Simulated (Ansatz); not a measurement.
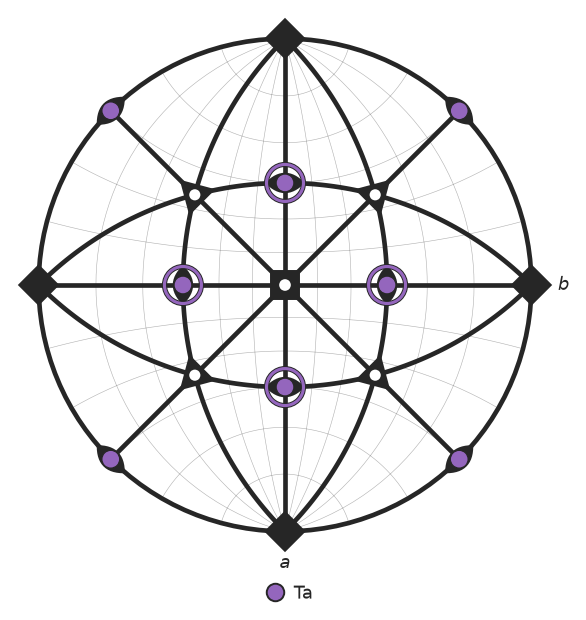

Directions from one tantalum atom at (0, 0, 0) to its bonded neighbours, in stereographic projection down c (filled: above the plane of the page or in it, open: below). Crystal: Ta, the input geometry of an electronic-structure calculation (not necessarily at equilibrium); the starting structure was generated, so it need not be a known form of this composition. All values are computed from the atomic coordinates in the standard setting (tolerance 0.002 Å).

Neighbours are counted up to 3.36 Å for Ta. The symmetry elements of the site are drawn in: heavy lines are mirror planes (a heavy rim: a mirror in the plane of the page); lens, triangle, square and hexagon are 2-, 3-, 4- and 6-fold axes, a lens in an open square is −4, a triangle in an open hexagon −6; thin dashed diameters join the ends of axes that lie in the page; a small open circle marks inversion.

```
CELL_PARAMETERS angstrom
4.24747 0.00000 0.00000
0.00000 4.24747 0.00000
0.00000 0.00000 4.24747
ATOMIC_POSITIONS crystal
Ta 0.00000 0.00000 0.00000
Ta 0.00000 0.50000 0.50000
Ta 0.50000 0.00000 0.50000
Ta 0.50000 0.50000 0.00000
```

How many neighbours are there, and at what angles?

12: 12 Ta at 3.00 Å. Angles between bonds: 60° (24×), 90° (12×), 120° (24×), 180° (6×).

What is the site's symmetry in the crystal?

Point group m-3m (Oh), order 48: three fourfold axes, four threefold axes, six twofold axes, nine mirror planes, an inversion centre. In No. 225, Fm-3m this is Wyckoff position 4a.
